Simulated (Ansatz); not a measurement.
## Band-structure calculation, with input and output: TiO2 (part 2 of 2)

The same run, continued: TiO2 (I4₁/amd, 6 atoms in the cell); DFT, PBE, plane waves, PAW, no spin polarisation (Ansatz 0.2.0); cutoff 420 eV, 10×10×10 k-mesh, Fermi–Dirac smearing of 0.02 eV. The structure was built on a prototype by a generator. The geometry comes from this level: r2SCAN (a point of a series of strains). It belongs to a series of runs on one base structure; here: hydrostatic strain -4.0%.

Geometry of the input (Å; fractional positions):
```
-1.8133  1.8133  4.6000
1.8133  -1.8133  4.6000
1.8133  1.8133  -4.6000
Ti 0.7500  0.2500  0.5000
Ti 0.0000  0.0000  0.0000
O  0.5385  0.0385  0.5000
O  0.7885  0.7885  0.0000
O  0.2115  0.2115  0.0000
O  0.9615  0.4615  0.5000
```

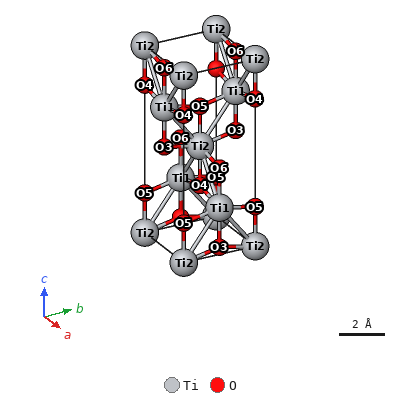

Figure 1. The structure as given in the input (ball-and-stick view of the cell 2 times as large as that of the calculation, set on its symmetry axes, seen at an oblique angle; atoms are numbered from 1 in the order of the input).

**File bands.tsv, continued**
```
6.295349	-57.051249	-57.051249	-33.737201	-33.737201	-33.543087	-33.543087	-33.246656	-33.246656	-17.611678	-17.611678	-17.211762	-17.211762	-6.327173	-6.327173	-5.770701	-5.770701	-5.248995	-5.248995	-4.326578	-4.326578	-3.462117	-3.462117	-1.224785	-1.224785	2.688185	2.688185	3.200623	3.200623	4.403536
7.365491	-57.088862	-57.029090	-33.642511	-33.480331	-33.480331	-33.321321	-33.321321	-33.289880	-19.018768	-18.282643	-18.130064	-17.879833	-5.303117	-5.283413	-4.999717	-4.999717	-3.503829	-3.503829	-2.773174	-2.530645	-2.420916	-2.420916	-1.408575	-1.408575	1.296133	1.823154	3.164333	3.164333	3.420787
8.536941	-57.059240	-57.042716	-33.761468	-33.726017	-33.555019	-33.540226	-33.266228	-33.221490	-17.691214	-17.489397	-17.187409	-17.139724	-6.270826	-6.193667	-6.115728	-5.707833	-5.501398	-5.268910	-4.356340	-4.013215	-4.006945	-3.261026	-1.291913	-1.134537	2.613946	2.822131	3.150370	3.320759	4.434076
```

**File rho_z.tsv**
```
# z_ang	rho[e/angstrom^3]
# format = ansatz-planar-average/11
# lattice	-1.813342858	1.813342858	4.600046877
# lattice	1.813342858	-1.813342858	4.600046877
# lattice	1.813342858	1.813342858	-4.600046877
# sites	6
# site	22	0.000000000	1.813342858	2.300023438
# site	22	0.000000000	0.000000000	0.000000000
# site	8	0.000000000	1.813342858	0.353770790
# site	8	0.000000000	0.000000000	7.253841105
# site	8	0.000000000	0.000000000	1.946252648
# site	8	-0.000000000	1.813342858	4.246276087
0.000000	1.077481e0
0.146294	1.061845e0
0.292588	1.016025e0
0.438882	9.435891e-1
0.585175	8.512485e-1
0.731469	7.491948e-1
0.877763	6.503032e-1
1.024057	5.680135e-1
1.170351	5.137110e-1
1.316645	4.947718e-1
1.462939	5.137110e-1
1.609233	5.680135e-1
1.755526	6.503032e-1
1.901820	7.491948e-1
2.048114	8.512485e-1
2.194408	9.435891e-1
2.340702	1.016025e0
2.486996	1.061845e0
2.633290	1.077481e0
2.779583	1.061845e0
2.925877	1.016025e0
3.072171	9.435891e-1
3.218465	8.512485e-1
3.364759	7.491948e-1
3.511053	6.503032e-1
3.657347	5.680135e-1
3.803640	5.137110e-1
3.949934	4.947718e-1
4.096228	5.137110e-1
4.242522	5.680135e-1
4.388816	6.503032e-1
4.535110	7.491948e-1
4.681404	8.512485e-1
4.827698	9.435891e-1
4.973991	1.016025e0
5.120285	1.061845e0
```

**File v_z.tsv**
```
# z_ang	v_es[eV]	v_tot[eV]
# format = ansatz-planar-average/11
# xc	pbe
# density_cutoff_ev	1680
# datasets	Ti=:simpson_from_first_knot:soft	O=:simpson_from_first_knot:soft
# lattice	-1.813342858	1.813342858	4.600046877
# lattice	1.813342858	-1.813342858	4.600046877
# lattice	1.813342858	1.813342858	-4.600046877
# sites	6
# site	22	0.000000000	1.813342858	2.300023438
# site	22	0.000000000	0.000000000	0.000000000
# site	8	0.000000000	1.813342858	0.353770790
# site	8	0.000000000	0.000000000	7.253841105
# site	8	0.000000000	0.000000000	1.946252648
# site	8	-0.000000000	1.813342858	4.246276087
0.000000	3.486364e0	-7.820241e0
0.146294	3.576804e0	-7.719244e0
0.292588	3.841701e0	-7.420987e0
0.438882	4.257703e0	-6.947016e0
0.585175	4.776506e0	-6.348929e0
0.731469	5.337716e0	-5.696006e0
0.877763	5.915939e0	-5.024818e0
1.024057	6.506159e0	-4.352383e0
1.170351	6.986542e0	-3.814034e0
1.316645	7.173051e0	-3.606404e0
1.462939	6.986542e0	-3.814034e0
1.609233	6.506159e0	-4.352383e0
1.755526	5.915939e0	-5.024818e0
1.901820	5.337716e0	-5.696006e0
2.048114	4.776506e0	-6.348929e0
2.194408	4.257703e0	-6.947016e0
2.340702	3.841701e0	-7.420987e0
2.486996	3.576804e0	-7.719244e0
2.633290	3.486364e0	-7.820241e0
2.779583	3.576804e0	-7.719244e0
2.925877	3.841701e0	-7.420987e0
3.072171	4.257703e0	-6.947016e0
3.218465	4.776506e0	-6.348929e0
3.364759	5.337716e0	-5.696006e0
3.511053	5.915939e0	-5.024818e0
3.657347	6.506159e0	-4.352383e0
3.803640	6.986542e0	-3.814034e0
3.949934	7.173051e0	-3.606404e0
4.096228	6.986542e0	-3.814034e0
4.242522	6.506159e0	-4.352383e0
4.388816	5.915939e0	-5.024818e0
4.535110	5.337716e0	-5.696006e0
4.681404	4.776506e0	-6.348929e0
4.827698	4.257703e0	-6.947016e0
4.973991	3.841701e0	-7.420987e0
5.120285	3.576804e0	-7.719244e0
```

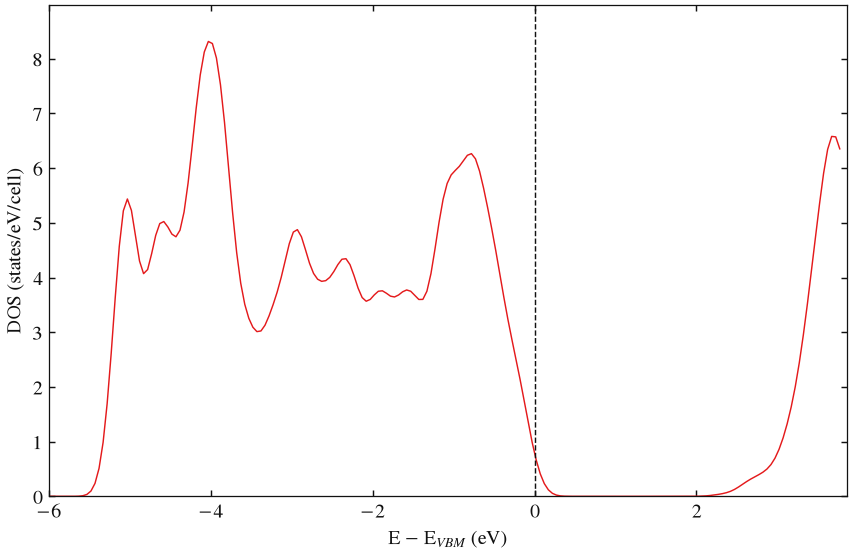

Figure 2. Density of states (the curve is built from the levels of the k mesh with Gaussians 0.3 eV wide, which also blur the band edges), with energies from the valence-band top. There is a gap of 2.29 eV on the k-point mesh. Small ripples come from the finite k-point mesh.

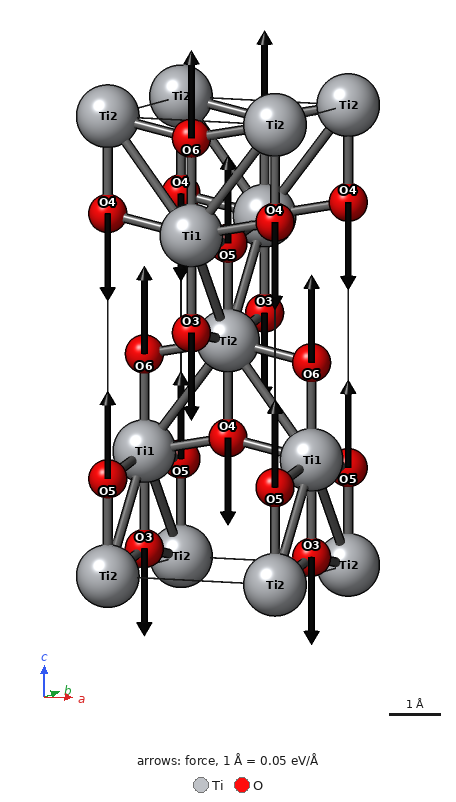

Figure 3. Forces on the atoms as black arrows (ball-and-stick view of the cell 2 times as large as that of the calculation, set on its symmetry axes, seen slightly off an axis; atoms are numbered from 1 in the order of the input). The largest act on all 4 O atoms (0.09 eV/Å). The geometry is not a stationary point of this energy.

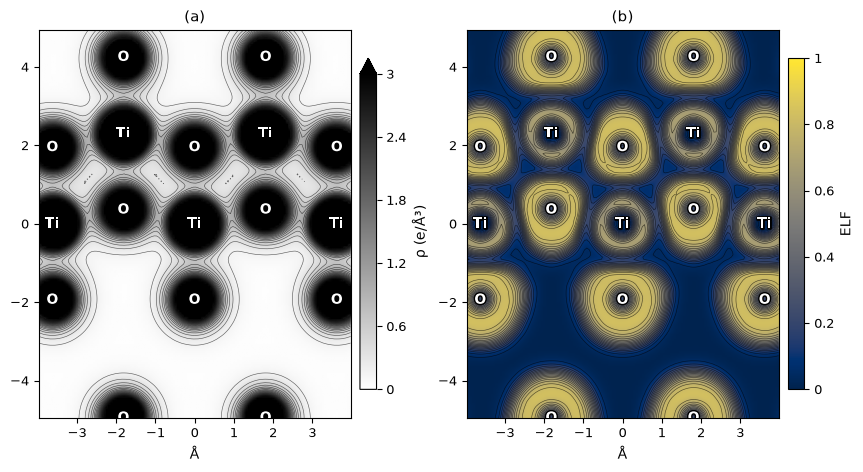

Figure 4. (a) valence pseudo-density; (b) ELF on the (010) plane of the conventional cell. Ti–O (1.85 Å): ρ at the midpoint is about 0.92 e/Å³; the ELF is about 0.25 at the midpoint. Ti–Ti (2.93 Å): ρ at the midpoint is about 0.3 e/Å³; the ELF is about 0.10 at the midpoint. Ti–O (1.95 Å): ρ at the midpoint is about 0.71 e/Å³; the ELF is about 0.20 at the midpoint. Away from the nuclei the density in this plane falls to 0.02 e/Å³ at its lowest. The strong features right at Ti lie inside the PAW spheres (semicore, d or f shells) and say nothing about bonding. In a PAW calculation such maps are meaningful between the atoms, not at the nuclei.

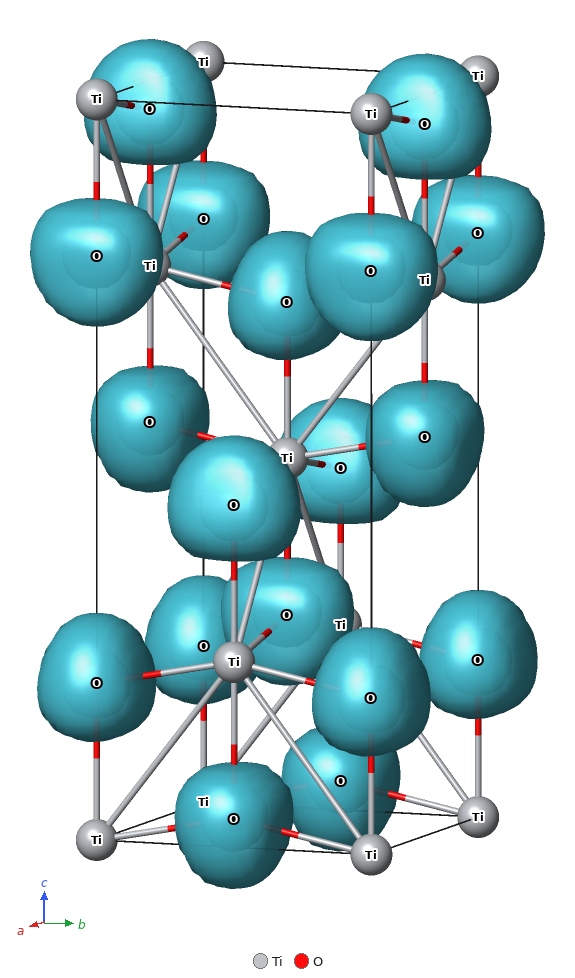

Figure 5. Isosurface of the ELF at 0.75 (cyan), seen slightly off an axis. Core shells and regions of very low density are left out. Sticks mark near contacts. The outline is the cell set on symmetry axes. Along the contacts the grid gives the following. Ti–O (1.85 Å): the ELF is about 0.25 at the midpoint. Ti–Ti (2.93 Å): the ELF is about 0.10 at the midpoint.

**Summary**

| quantity | value |
| --- | --- |
| outcome | converged |
| space group (tolerance 0.01 Å) | I4₁/amd (141) |
| electrons treated | 48 |
| free energy | −7276.5356 eV |
| Fermi energy | 10.221 eV |
| gap on the k-point mesh | 2.29 eV |
| pressure | 37.61 GPa |
| largest force (length of the vector) | 0.088 eV/Å |
| wall time | 4.5 s (CPU time 8.7 s) |
| peak memory | 0.65 GiB |

**Notes**

The cell is under a pressure of 38 GPa at this level, so it is not at its equilibrium volume.
